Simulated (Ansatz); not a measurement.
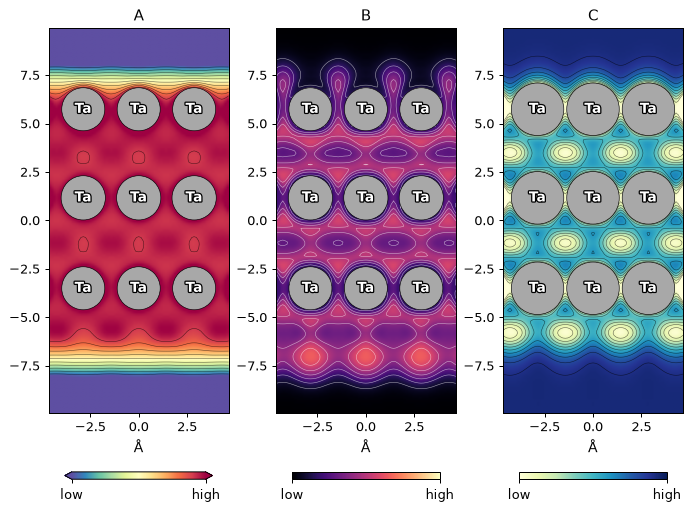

Ta (slab): 3 fields on the (100) plane of the calculation cell, a cut from vacuum to vacuum, with unlabelled colour scales. Grey discs cover the atomic cores.

Method: DFT r2SCAN, scalar-relativistic, plane waves, PAW in Ansatz 0.2.0.

Question: Which field does each panel show? The fields are: electron localisation function, electrostatic potential energy of an electron and valence pseudo-density.

Answer: Panel A: valence pseudo-density. Panel B: electron localisation function. Panel C: electrostatic potential energy of an electron (low next to the atoms, rising into the space between them). From the grid: Ta–Ta (2.86 Å): ρ is about 0.3 e/Å³ halfway; the ELF is about 0.25 at the midpoint; no localised pair shows between them.
